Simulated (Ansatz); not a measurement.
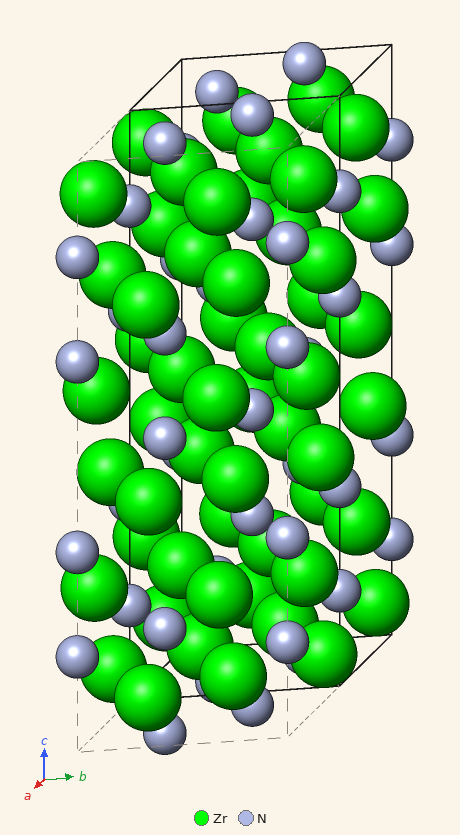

The figure gives a spheres-only picture of the atoms, viewed slightly off an axis. A block of 2×1×1 cells is shown, with one conventional unit cell in solid outline.

- Formula: Zr$_{3}$N$_{2}$.
- It is rhombohedral (trigonal R), space group R-3c (No. 167).
- Atoms per cell: 30 (18 Zr, 12 N).

It derives from a structure listed in the Materials Project. Earlier steps of the study, as a rule a relaxation of our own, may have changed the cell and positions, so they can lie some per cent off the listed ones. An electronic-structure calculation with Ansatz was run on it.
